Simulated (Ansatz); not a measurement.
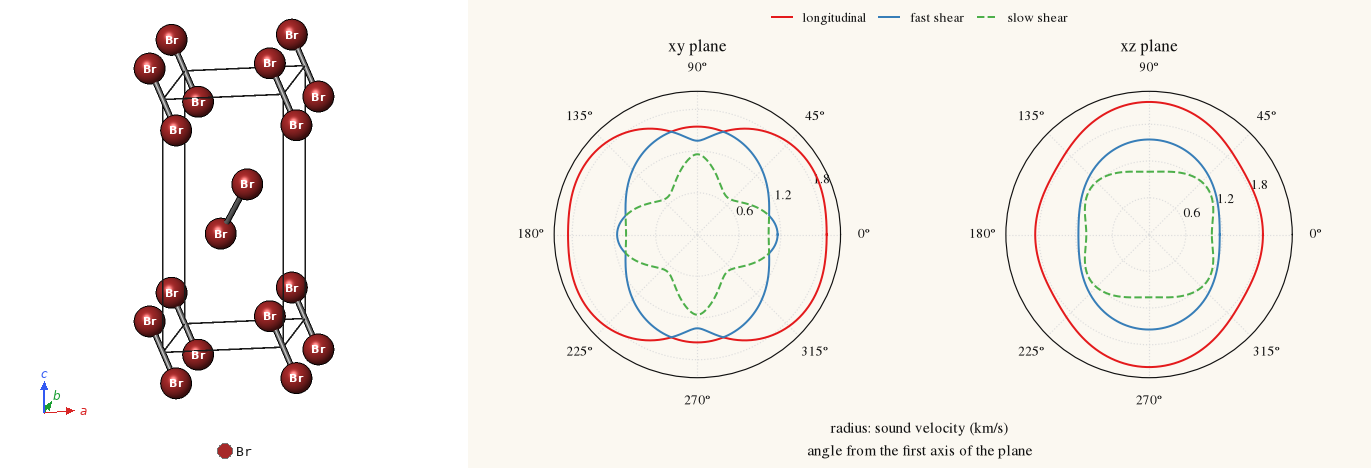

The picture above shows the sound velocities against the direction of travel in the xy and xz planes, from the elastic constants and the density for Br, space group Cmce (No. 64). The cell is drawn beside the plot.

The given structure:
```yaml
crystal:
  lattice:
    - [3.36325, -2.32255, 0.00000]
    - [3.36325, 2.32255, 0.00000]
    - [0.00000, 0.00000, 8.70230]
  atoms:
    - { symbol: Br, position: [0.36510, 0.63490, 0.39010] }
    - { symbol: Br, position: [0.13490, 0.86510, 0.89010] }
    - { symbol: Br, position: [0.63490, 0.36510, 0.60990] }
    - { symbol: Br, position: [0.86510, 0.13490, 0.10990] }
```

Computed with Ansatz 0.2.0: plane-wave DFT, no spin polarisation; elastic constants in Voigt order on the axes of the given cell. Level: PBE.

- k mesh: 5×5×3
- occupations: fixed
- potentials: Ansatz PAW
- wave cutoff: 420 eV
- density cutoff: 1680 eV
- program settings: xc grid level 2, xc grid task forces

How fast does sound travel along the Cartesian axes?

Along x the longitudinal wave runs at 1.86 km/s and the transverse ones at 1.15 and 1.02 km/s; along y the longitudinal wave runs at 1.55 km/s and the transverse ones at 1.35 and 1.15 km/s; along z the longitudinal wave runs at 2.17 km/s and the transverse ones at 1.55 and 1.02 km/s; along x + y they run at 1.86, 1.31 and 0.70 km/s (density 3.9 g/cm³).

The computed values:

Stiffness matrix C (GPa), Voigt order:
|  | xx | yy | zz | yz | xz | xy |
| --- | --- | --- | --- | --- | --- | --- |
| xx | 13.5 | 6.0 | 4.0 | 0.0 | 0.0 | 0.0 |
| yy | 6.0 | 7.1 | 2.6 | 0.0 | 0.0 | 0.0 |
| zz | 4.0 | 2.6 | 18.3 | 0.0 | 0.0 | 0.0 |
| yz | 0.0 | 0.0 | 0.0 | 9.4 | 0.0 | 0.0 |
| xz | 0.0 | 0.0 | 0.0 | 0.0 | 4.1 | 0.0 |
| xy | 0.0 | 0.0 | 0.0 | 0.0 | 0.0 | 5.2 |
